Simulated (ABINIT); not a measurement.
## WC: geometry relaxation (part 1 of 3)

System: WC (P-6m2, 2 atoms in the cell).
Method: Kohn-Sham DFT of a periodic cell, LDA, PseudoDojo NC SR LDA v0.4.1 standard, no spin polarisation (ABINIT 10.8.3).

The structure derives from an entry of the Crystallography Open Database.

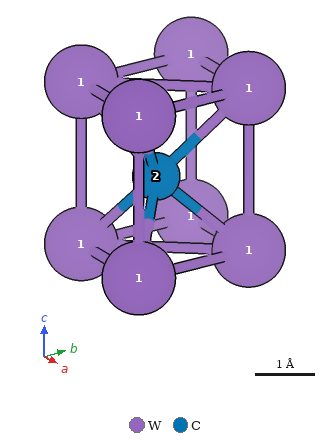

Fig. 1: The input geometry (ball-and-stick view of the cell of the calculation, seen slightly off an axis; atoms are numbered from 1 in the order of the input). An atom can appear more than once, as a periodic image.

## The input
```
# Pseudopotentials
pp_dirpath "./"
pseudos "W.upf, C.upf"

# Structure
acell 3*1.0
rprim
     5.4924889812     0.0000000000     0.0000000000
    -2.7462444906     4.7566349877     0.0000000000
     0.0000000000     0.0000000000     5.3603971251
ntypat 2
znucl 74 6
natom 2
typat 1 2
chkprim 0
chksymtnons 0
tolsym 1.0e-6
xred
            0.0            0.0            0.0
            2/3            1/3            1/2

# Plane-wave basis
ecut 41.0
ecutsm 0.5

# k points
kptopt 1
ngkpt 8 8 7
nshiftk 1
shiftk 0.0 0.0 0.0

# Exchange and correlation
ixc 7

# Bands and occupations
nband 13
occopt 3
tsmear 0.00183747

# SCF cycle
nstep 80
tolvrs 1.0e-12

# Output
iomode 3
prteig 0
prtebands 0
prtwf 0
prtden 0

# Relaxation
ionmov 2
optcell 2
ntime 50
tolmxf 2.0e-5
dilatmx 1.08
```

Command:
```bash
mpirun --bind-to none -np 4 abinit run.abi > log 2>&1
```

## Output
```
.Version 10.8.3 of ABINIT
 Symmetries : space group P-6 m 2 (#187); Bravais hP (primitive hexag.)
================================================================================
 Values of the parameters that define the memory need of the present run
     intxc =       0    ionmov =       2      iscf =       7    lmnmax =       8
     lnmax =       8     mgfft =      36  mpssoang =       4    mqgrid =    3001
     natom =       2  nloc_mem =       1    nspden =       1   nspinor =       1
    nsppol =       1      nsym =      12    n1xccc =    2501    ntypat =       2
    occopt =       3   xclevel =       1
       mpw =        2261          nfft =       46656          nkpt =          40
================================================================================
================================================================================

--------------------------------------------------------------------------------
------------- Echo of variables that govern the present computation ------------
--------------------------------------------------------------------------------
 -outvars: echo values of preprocessed input variables --------
            acell      1.0000000000E+00  1.0000000000E+00  1.0000000000E+00 Bohr
              amu      1.83850000E+02  1.20110000E+01
          chkprim           0
      chksymtnons           0
          dilatmx      1.08000000E+00
             ecut      4.10000000E+01 Hartree
           ecutsm      5.00000000E-01 Hartree
           ionmov           2
              ixc           7
         kptrlatt        8    0    0      0    8    0      0    0    7
          kptrlen      3.75227799E+01
            natom           2
            nband          13
            ngfft          36      36      36
             nkpt          40
            nstep          80
             nsym          12
            ntime          50
           ntypat           2
           occopt           3
          optcell           2
           prtden           0
        prtebands           0
           prteig           0
            prtwf           0
            rprim      5.4924889812E+00  0.0000000000E+00  0.0000000000E+00
                      -2.7462444906E+00  4.7566349877E+00  0.0000000000E+00
                       0.0000000000E+00  0.0000000000E+00  5.3603971251E+00
          spgroup         187
           tolmxf      2.00000000E-05
           tolsym      1.00000000E-06
           tolvrs      1.00000000E-12
           tsmear      1.83747000E-03 Hartree
            typat      1  2
           xangst      0.0000000000E+00  0.0000000000E+00  0.0000000000E+00
                       1.4532499990E+00  8.3903427812E-01  1.4182999990E+00
            xcart      0.0000000000E+00  0.0000000000E+00  0.0000000000E+00
                       2.7462444906E+00  1.5855449959E+00  2.6801985626E+00
             xred      0.0000000000E+00  0.0000000000E+00  0.0000000000E+00
                       6.6666666667E-01  3.3333333333E-01  5.0000000000E-01
            znucl       74.00000    6.00000

================================================================================

 chkinp: Checking input parameters for consistency.

================================================================================
== DATASET  1 ==================================================================

--- !DatasetInfo
iteration_state: {dtset: 1, }
dimensions: {natom: 2, nkpt: 40, mband: 13, nsppol: 1, nspinor: 1, nspden: 1, mpw: 2261, }
cutoff_energies: {ecut:  41.0, pawecutdg:  -1.0, }
electrons: {nelect:   1.80000000E+01, charge:   0.00000000E+00, occopt:   3.00000000E+00, tsmear:   1.83747000E-03, }
meta: {optdriver: 0, ionmov: 2, optcell: 2, iscf: 7, paral_kgb: 0, }
...

 Exchange-correlation functional for the present dataset will be:
  LDA: Perdew-Wang 92 LSD fit to Ceperley-Alder data - ixc=7
  J.P.Perdew and Y.Wang, PRB 45, 13244 (1992)

 Real(R)+Recip(G) space primitive vectors, cartesian coordinates (Bohr,Bohr^-1):
 R(1)=  5.4924890  0.0000000  0.0000000  G(1)=  0.1820668  0.1051163  0.0000000
 R(2)= -2.7462445  4.7566350  0.0000000  G(2)=  0.0000000  0.2102327  0.0000000
 R(3)=  0.0000000  0.0000000  5.3603971  G(3)=  0.0000000  0.0000000  0.1865533
 Unit cell volume ucvol=  1.4004448E+02 bohr^3
 Angles (23,13,12)=  9.00000000E+01  9.00000000E+01  1.20000000E+02 degrees

 getcut: wavevector=  0.0000  0.0000  0.0000  ngfft=  36  36  36
         ecut(hartree)=     47.822   => boxcut(ratio)=   2.10549

--- Pseudopotential description ------------------------------------------------
- pspini: atom type   1  psp file is ./W.upf
  74.00000  14.00000  180309                  znucl, zion, pspdat
12 -1012 3 -1 1380                            pspcod,pspxc,lmax,lloc,mmax
     nproj     2     2     2     2

- pspini: atom type   2  psp file is ./C.upf
   6.00000   4.00000  180309                  znucl, zion, pspdat
12 -1012 1 -1 1234                            pspcod,pspxc,lmax,lloc,mmax
     nproj     2     2     0     0

   2.81287878E+02                                ecore*ucvol(ha*bohr**3)
--------------------------------------------------------------------------------

================================================================================

=== [ionmov= 2] Broyden-Fletcher-Goldfarb-Shanno method (forces)
================================================================================

--- Iteration: ( 1/50) Internal Cycle: (1/1)
--------------------------------------------------------------------------------

---SELF-CONSISTENT-FIELD CONVERGENCE--------------------------------------------

--- !BeginCycle
iteration_state: {dtset: 1, itime: 1, icycle: 1, }
solver: {iscf: 7, nstep: 80, nline: 4, wfoptalg: 0, }
tolerances: {tolvrs: 1.00E-12, }
...

     iter   Etot(hartree)      deltaE(h)  residm     vres2
 ETOT  1  -81.813591812215    -8.181E+01 3.024E-01 8.448E+02
 ETOT  2  -81.725397998012     8.819E-02 3.923E-02 1.516E+03
 ETOT  3  -81.975910967670    -2.505E-01 1.477E-02 1.353E+00
 ETOT  4  -81.976273977207    -3.630E-04 6.869E-03 1.359E-01
 ETOT  5  -81.976273420909     5.563E-07 2.214E-03 1.036E-01
 ETOT  6  -81.976289607583    -1.619E-05 8.903E-04 7.786E-03
 ETOT  7  -81.976290978731    -1.371E-06 5.380E-04 9.014E-06
 ETOT  8  -81.976290980148    -1.416E-09 4.022E-04 2.300E-07
 ETOT  9  -81.976290980172    -2.403E-11 3.320E-04 2.413E-08
 ETOT 10  -81.976290980176    -4.093E-12 2.238E-04 1.812E-10
 ETOT 11  -81.976290980177    -8.384E-13 1.894E-04 4.602E-12
 ETOT 12  -81.976290980175     1.748E-12 1.220E-04 4.529E-16

 At SCF step   12       vres2   =  4.53E-16 < tolvrs=  1.00E-12 =>converged.

 Cartesian components of stress tensor (hartree/bohr^3)
  sigma(1 1)=  3.23416221E-04  sigma(3 2)=  0.00000000E+00
  sigma(2 2)=  3.23416221E-04  sigma(3 1)=  0.00000000E+00
  sigma(3 3)=  4.23529382E-04  sigma(2 1)=  0.00000000E+00

--- !ResultsGS
iteration_state: {dtset: 1, itime: 1, icycle: 1, }
comment   : Summary of ground state results
lattice_vectors:
- [  5.4924890,   0.0000000,   0.0000000, ]
- [ -2.7462445,   4.7566350,   0.0000000, ]
- [  0.0000000,   0.0000000,   5.3603971, ]
lattice_lengths: [   5.49249,    5.49249,    5.36040, ]
lattice_angles: [ 90.000,  90.000, 120.000, ] # degrees, (23, 13, 12)
lattice_volume:   1.4004448E+02
convergence: {deltae:  1.748E-12, res2:  4.529E-16, residm:  1.220E-04, diffor: null, }
etotal    :  -8.19762910E+01
entropy   :   0.00000000E+00
fermie    :   6.36073154E-01
cartesian_stress_tensor: # hartree/bohr^3
- [  3.23416221E-04,   0.00000000E+00,   0.00000000E+00, ]
- [  0.00000000E+00,   3.23416221E-04,   0.00000000E+00, ]
- [  0.00000000E+00,   0.00000000E+00,   4.23529382E-04, ]
pressure_GPa:  -1.0497E+01
xred      :
- [  0.0000E+00,   0.0000E+00,   0.0000E+00,  W]
- [  6.6667E-01,   3.3333E-01,   5.0000E-01,  C]
cartesian_forces: # hartree/bohr
- [ -0.00000000E+00,  -0.00000000E+00,  -0.00000000E+00, ]
- [ -0.00000000E+00,  -0.00000000E+00,  -0.00000000E+00, ]
force_length_stats: {min:   0.00000000E+00, max:   0.00000000E+00, mean:   0.00000000E+00, }
...

 Integrated electronic density in atomic spheres:
 ------------------------------------------------
 Atom  Sphere_radius  Integrated_density
    1        2.00000         10.19153547
    2        2.00000          4.06476227

---OUTPUT-----------------------------------------------------------------------

 Cartesian coordinates (xcart) [bohr]
  0.00000000000000E+00  0.00000000000000E+00  0.00000000000000E+00
  2.74624449060000E+00  1.58554499590000E+00  2.68019856255000E+00
 Reduced coordinates (xred)
  0.00000000000000E+00  0.00000000000000E+00  0.00000000000000E+00
  6.66666666666667E-01  3.33333333333333E-01  5.00000000000000E-01
 Cartesian forces (fcart) [Ha/bohr]; max,rms= 0.00000E+00 0.00000E+00 (free atoms)
 -0.00000000000000E+00 -0.00000000000000E+00 -0.00000000000000E+00
 -0.00000000000000E+00 -0.00000000000000E+00 -0.00000000000000E+00
 Gradient of E wrt nuclear positions in reduced coordinates (gred)
  0.00000000000000E+00  0.00000000000000E+00  0.00000000000000E+00
  0.00000000000000E+00  0.00000000000000E+00  0.00000000000000E+00
 Scale of Primitive Cell (acell) [bohr]
  1.00000000000000E+00  1.00000000000000E+00  1.00000000000000E+00
 Real space primitive translations (rprimd) [bohr]
  5.49248898120000E+00  0.00000000000000E+00  0.00000000000000E+00
 -2.74624449060000E+00  4.75663498770000E+00  0.00000000000000E+00
  0.00000000000000E+00  0.00000000000000E+00  5.36039712510000E+00
 Unitary Cell Volume (ucvol) [Bohr^3]=  1.40044476977515E+02
 Angles (23,13,12)= [degrees]
  9.00000000000000E+01  9.00000000000000E+01  1.20000000000132E+02
 Lengths [Bohr]
  5.49248898120000E+00  5.49248898117808E+00  5.36039712510000E+00
 Stress tensor in cartesian coordinates (strten) [Ha/bohr^3]
  3.23416221269614E-04  0.00000000000000E+00  0.00000000000000E+00
  0.00000000000000E+00  3.23416221425685E-04  0.00000000000000E+00
  0.00000000000000E+00  0.00000000000000E+00  4.23529382068129E-04
 Total energy (etotal) [Ha]= -8.19762909801749E+01

--- Iteration: ( 2/50) Internal Cycle: (1/1)
--------------------------------------------------------------------------------

---SELF-CONSISTENT-FIELD CONVERGENCE--------------------------------------------

--- !BeginCycle
iteration_state: {dtset: 1, itime: 2, icycle: 1, }
solver: {iscf: 7, nstep: 80, nline: 4, wfoptalg: 0, }
tolerances: {tolvrs: 1.00E-12, }
...

     iter   Etot(hartree)      deltaE(h)  residm     vres2
 ETOT  1  -81.969162293293    -8.197E+01 6.986E-02 5.722E+01
 ETOT  2  -81.966946103796     2.216E-03 8.552E-05 6.263E+01
 ETOT  3  -81.976731789827    -9.786E-03 5.103E-04 1.034E+00
 ETOT  4  -81.976904039849    -1.723E-04 4.150E-05 3.804E-03
 ETOT  5  -81.976904578537    -5.387E-07 2.320E-05 3.011E-05
 ETOT  6  -81.976904581683    -3.146E-09 1.640E-05 2.181E-07
 ETOT  7  -81.976904581711    -2.808E-11 1.054E-05 1.507E-09
 ETOT  8  -81.976904581710     4.974E-13 6.531E-06 1.155E-11
 ETOT  9  -81.976904581711    -7.248E-13 4.704E-06 7.559E-14

 At SCF step    9       vres2   =  7.56E-14 < tolvrs=  1.00E-12 =>converged.

 Cartesian components of stress tensor (hartree/bohr^3)
  sigma(1 1)= -8.01352678E-05  sigma(3 2)=  0.00000000E+00
  sigma(2 2)= -8.01352676E-05  sigma(3 1)=  0.00000000E+00
  sigma(3 3)= -1.31254442E-04  sigma(2 1)=  0.00000000E+00

--- !ResultsGS
iteration_state: {dtset: 1, itime: 2, icycle: 1, }
comment   : Summary of ground state results
lattice_vectors:
- [  5.4391982,   0.0000000,   0.0000000, ]
- [ -2.7195991,   4.7104838,   0.0000000, ]
- [  0.0000000,   0.0000000,   5.2922886, ]
lattice_lengths: [   5.43920,    5.43920,    5.29229, ]
lattice_angles: [ 90.000,  90.000, 120.000, ] # degrees, (23, 13, 12)
lattice_volume:   1.3559507E+02
convergence: {deltae: -7.248E-13, res2:  7.559E-14, residm:  4.704E-06, diffor: null, }
etotal    :  -8.19769046E+01
entropy   :   0.00000000E+00
fermie    :   6.61507205E-01
cartesian_stress_tensor: # hartree/bohr^3
- [ -8.01352678E-05,   0.00000000E+00,   0.00000000E+00, ]
- [  0.00000000E+00,  -8.01352676E-05,   0.00000000E+00, ]
- [  0.00000000E+00,   0.00000000E+00,  -1.31254442E-04, ]
pressure_GPa:   2.8590E+00
xred      :
- [  0.0000E+00,   0.0000E+00,   0.0000E+00,  W]
- [  6.6667E-01,   3.3333E-01,   5.0000E-01,  C]
cartesian_forces: # hartree/bohr
- [  9.90089029E-29,   5.71628168E-29,  -0.00000000E+00, ]
- [ -9.90089029E-29,  -5.71628168E-29,  -0.00000000E+00, ]
force_length_stats: {min:   1.14325634E-28, max:   1.14325634E-28, mean:   1.14325634E-28, }
...

 Integrated electronic density in atomic spheres:
 ------------------------------------------------
 Atom  Sphere_radius  Integrated_density
    1        2.00000         10.24193372
    2        2.00000          4.14838552

---OUTPUT-----------------------------------------------------------------------

 Cartesian coordinates (xcart) [bohr]
  0.00000000000000E+00  0.00000000000000E+00  0.00000000000000E+00
  2.71959909011860E+00  1.57016126675948E+00  2.64614427731950E+00
 Reduced coordinates (xred)
  0.00000000000000E+00  0.00000000000000E+00  0.00000000000000E+00
  6.66666666666667E-01  3.33333333333333E-01  5.00000000000000E-01
 Cartesian forces (fcart) [Ha/bohr]; max,rms= 9.90089E-29 6.60059E-29 (free atoms)
  9.90089029275621E-29  5.71628167577017E-29 -0.00000000000000E+00
 -9.90089029275621E-29 -5.71628167577017E-29 -0.00000000000000E+00
 Gradient of E wrt nuclear positions in reduced coordinates (gred)
 -5.38529044630877E-28  4.17384522396250E-44 -0.00000000000000E+00
  5.38529044630877E-28 -4.17384522396250E-44  0.00000000000000E+00
 Scale of Primitive Cell (acell) [bohr]
  5.43919818023720E+00  5.43919818021549E+00  5.29228855463900E+00
 Real space primitive translations (rprimd) [bohr]
  5.43919818023720E+00  0.00000000000000E+00  0.00000000000000E+00
 -2.71959909011860E+00  4.71048380027844E+00  0.00000000000000E+00
  0.00000000000000E+00  0.00000000000000E+00  5.29228855463900E+00
 Unitary Cell Volume (ucvol) [Bohr^3]=  1.35595074139556E+02
 Angles (23,13,12)= [degrees]
  9.00000000000000E+01  9.00000000000000E+01  1.20000000000132E+02
 Lengths [Bohr]
  5.43919818023720E+00  5.43919818021549E+00  5.29228855463900E+00
 Stress tensor in cartesian coordinates (strten) [Ha/bohr^3]
 -8.01352678053077E-05  0.00000000000000E+00  0.00000000000000E+00
  0.00000000000000E+00 -8.01352676433470E-05  0.00000000000000E+00
  0.00000000000000E+00  0.00000000000000E+00 -1.31254441902564E-04
 Total energy (etotal) [Ha]= -8.19769045817111E+01

 Difference of energy with previous step (new-old):
           Absolute (Ha)=-6.13602E-04
           Relative     =-7.48508E-06

--- Iteration: ( 3/50) Internal Cycle: (1/1)
--------------------------------------------------------------------------------

---SELF-CONSISTENT-FIELD CONVERGENCE--------------------------------------------

--- !BeginCycle
iteration_state: {dtset: 1, itime: 3, icycle: 1, }
solver: {iscf: 7, nstep: 80, nline: 4, wfoptalg: 0, }
tolerances: {tolvrs: 1.00E-12, }
...

     iter   Etot(hartree)      deltaE(h)  residm     vres2
 ETOT  1  -81.976620066678    -8.198E+01 8.919E-06 2.449E+00
 ETOT  2  -81.976505375816     1.147E-04 4.399E-06 2.741E+00
 ETOT  3  -81.976938898169    -4.335E-04 1.864E-05 6.757E-02
 ETOT  4  -81.976950180490    -1.128E-05 7.382E-07 1.452E-04
 ETOT  5  -81.976950197207    -1.672E-08 2.595E-07 8.681E-07
 ETOT  6  -81.976950197272    -6.510E-11 7.337E-08 2.807E-09
 ETOT  7  -81.976950197273    -9.095E-13 8.754E-08 3.211E-11
 ETOT  8  -81.976950197273     3.553E-13 3.311E-08 2.295E-13

 At SCF step    8       vres2   =  2.29E-13 < tolvrs=  1.00E-12 =>converged.

 Cartesian components of stress tensor (hartree/bohr^3)
  sigma(1 1)=  4.67312520E-06  sigma(3 2)=  0.00000000E+00
  sigma(2 2)=  4.67312536E-06  sigma(3 1)=  0.00000000E+00
  sigma(3 3)=  7.67345174E-07  sigma(2 1)=  0.00000000E+00
```
